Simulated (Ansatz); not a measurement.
ZrS2: several calculations on one system

### Vibrations

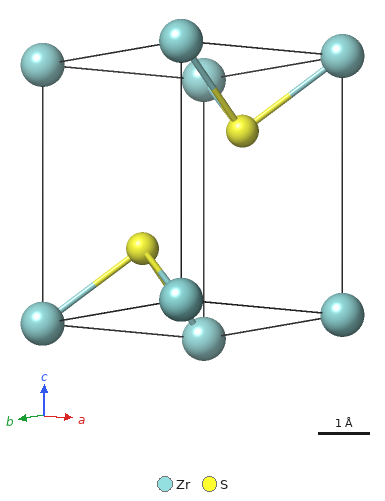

Normal modes of solid ZrS₂ relaxed at 7 GPa, space group P-3m1 (No. 164), at the zone centre. Style: ball-and-stick. Shown: the cell of the calculation, from a free direction.

These are results of Ansatz 0.2.0, DFT LDA, scalar-relativistic, plane waves, PAW, not measurements.

Input file:
```yaml
crystal:
  lattice:
    - [3.4892375343, 0.0, 0.0]
    - [-1.7446187671, 3.0217683445, 0.0]
    - [0.0, 0.0, 5.3123280026]
  atoms:
    - { symbol: Zr, position: [0.0, 0.0, 0.0] }
    - { symbol: S, position: [0.3333333333, 0.6666666667, 0.278780683] }
    - { symbol: S, position: [0.6666666667, 0.3333333333, 0.721219317] }
basis:
  ecutwfc: 420
kpoints:
  mp_grid: { grid: [12, 12, 8] }
hamiltonian:
  xc: lda
scf:
  occupations: { method: fermi_dirac, width: 0.15 }
output:
  eigenvalues: true
phonons:
  method: dfpt
  eigenvectors: true
```

Command:
```bash
ansatz run input.yaml --threads 1 --pin off --max-ram 3072MiB --backend cpu --events-out ev --progress --plain --runs-dir out
```

The frequencies depend somewhat on the k-mesh and the smearing.

Q: Which optical modes does it have, at what frequencies, and is it stable there?

A: The calculation's cell holds 3 atoms, so there are 6 optical modes, in 4 levels. The optical modes span E_u + E_g + A₂u + A₁g. No level is unstable.

| level | symmetry | frequency (cm⁻¹) | activity |
| --- | --- | --- | --- |
| 1 | E_u | 193 | infrared-active |
| 2 | E_g | 264 | Raman-active |
| 3 | A₂u | 355 | infrared-active |
| 4 | A₁g | 356 | Raman-active |

The crystal is a metal, so free carriers screen the infrared response.

The displacement patterns (one member of each degenerate set):

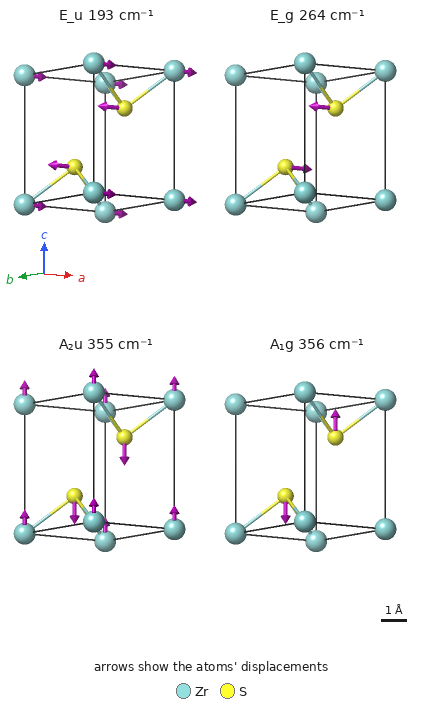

### One mode

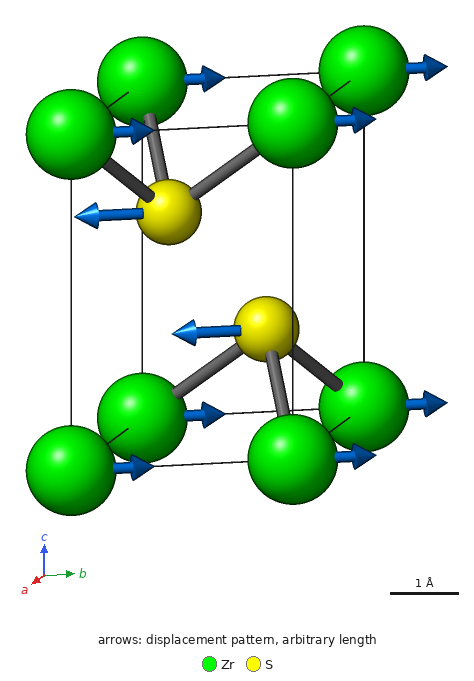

One vibrational mode of crystalline ZrS2 relaxed at 18 GPa at the zone centre. Displacements are drawn as blue arrows; their common scale and sign are arbitrary. A ball-and-stick model of the cell of the calculation, seen slightly off an axis.

Theory: DFT LDA, scalar-relativistic, plane waves, PAW in Ansatz 0.2.0.

Input
```yaml
crystal:
  lattice:
    - [3.3610091529, 0.0, 0.0]
    - [-1.6805045764, 2.9107193088, 0.0]
    - [0.0, 0.0, 5.1488795289]
  atoms:
    - { symbol: Zr, position: [0.0, 0.0, 0.0] }
    - { symbol: S, position: [0.3333333333, 0.6666666667, 0.2943263809] }
    - { symbol: S, position: [0.6666666667, 0.3333333333, 0.7056736191] }
basis:
  ecutwfc: 420
kpoints:
  mp_grid: { grid: [12, 12, 8] }
hamiltonian:
  xc: lda
scf:
  occupations: { method: fermi_dirac, width: 0.15 }
output:
  eigenvalues: true
phonons:
  method: dfpt
  eigenvectors: true
```

Run as
```bash
ansatz run input.yaml --threads 1 --pin off --max-ram 3072MiB --backend cpu --events-out ev --progress --plain --runs-dir out
```

The frequencies depend somewhat on the k-mesh and the smearing.

Question: What mode is this, and where does it lie in the spectrum?

Answer: This is the E_u mode (doubly degenerate; one member of the set is drawn) at 217 cm⁻¹, the lowest optical level, infrared-active by symmetry. The S sublattice moves against the Zr sublattice, along b; the kinetic energy is shared as S 59 %, Zr 41 %. The crystal is a metal, so free carriers screen the infrared response.

### Softest mode

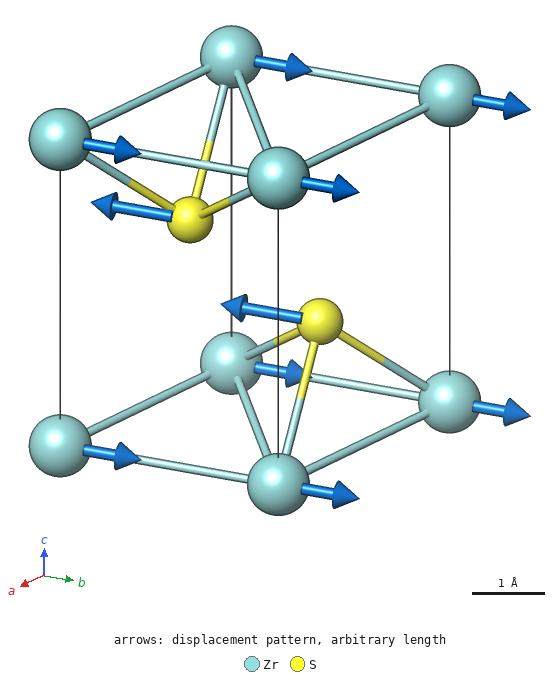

The lowest optical mode of solid ZrS$_{2}$ relaxed at 35 GPa, space group P-3m1 (No. 164), at the zone centre. The blue arrows give the relative displacements of the atoms. The picture is a ball-and-stick view of the cell of the calculation, seen from a free direction.

The calculation used DFT LDA, scalar-relativistic, plane waves, PAW (Ansatz 0.2.0).

Input file:
```yaml
crystal:
  lattice:
    - [3.195255768, 0.0, 0.0]
    - [-1.597627884, 2.7671726667, 0.0]
    - [0.0, 0.0, 5.0612425493]
  atoms:
    - { symbol: Zr, position: [0.0, 0.0, 0.0] }
    - { symbol: S, position: [0.3333333333, 0.6666666667, 0.3100307263] }
    - { symbol: S, position: [0.6666666667, 0.3333333333, 0.6899692737] }
basis:
  ecutwfc: 420
kpoints:
  mp_grid: { grid: [18, 18, 8] }
hamiltonian:
  xc: lda
scf:
  occupations: { method: fermi_dirac, width: 0.15 }
output:
  eigenvalues: true
phonons:
  method: dfpt
  eigenvectors: true
```

Launched with:
```bash
ansatz run input.yaml --threads 1 --pin off --max-ram 3072MiB --backend cpu --events-out ev --progress --plain --runs-dir out
```

The frequencies depend somewhat on the k-mesh and the smearing.

**Is the structure stable against all modes at this point?**

Yes: this softest mode has a real frequency, and so have all others here. That speaks for this wave vector alone: the rest of the zone wasn't checked in this run. This is the E_u mode (doubly degenerate; one member of the set is drawn) at 243 cm⁻¹, the lowest optical level, infrared-active by symmetry. The S sublattice moves against the Zr sublattice, along b; the kinetic energy is shared as S 59 %, Zr 41 %. The crystal is a metal, so free carriers screen the infrared response.
